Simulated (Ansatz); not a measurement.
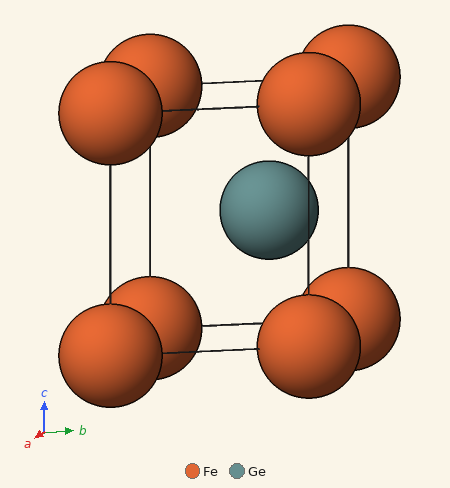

The crystal in a spheres-only representation, seen slightly off an axis. The frame is the simulation cell; atoms at its boundary are shown with their periodic copies.

```yaml
crystal:
  lattice:
    - [2.99190, 0.00000, 0.00000]
    - [-1.49595, 2.59106, 0.00000]
    - [0.00000, 0.00000, 3.48583]
  atoms:
    - { symbol: Fe, position: [0.00000, 0.00000, 0.00000] }
    - { symbol: Ge, position: [0.33333, 0.66667, 0.50000] }
```

Run with Ansatz 0.2.0, DFT PBE, scalar-relativistic, plane waves, PAW and these settings: plane waves up to 420 eV, the zone sampled with 24×24×16 points, Gaussian smearing of 0.1 eV, collinear spins. The state is ferromagnetic.

> Predict the Bader charges.

Fe +0.11 e; Ge -0.11 e. Little charge moves, as in a metallic or covalent solid.

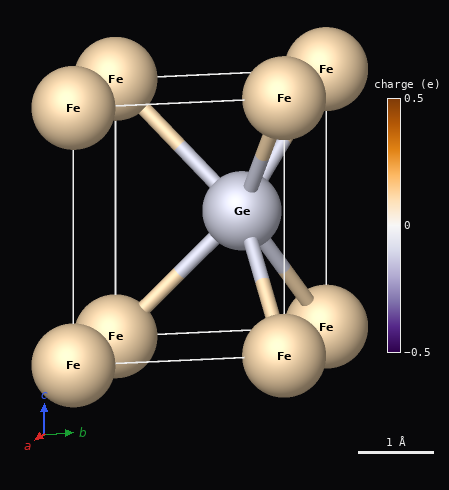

The atoms coloured by those charges.

Its origin is a structure type filled with these elements by a generator (whether the compound takes this form wasn't checked). Earlier steps of the study, as a rule a relaxation of our own, may have changed the cell and positions, so they can lie some per cent off the listed ones. It was run through Ansatz as a DFT input.
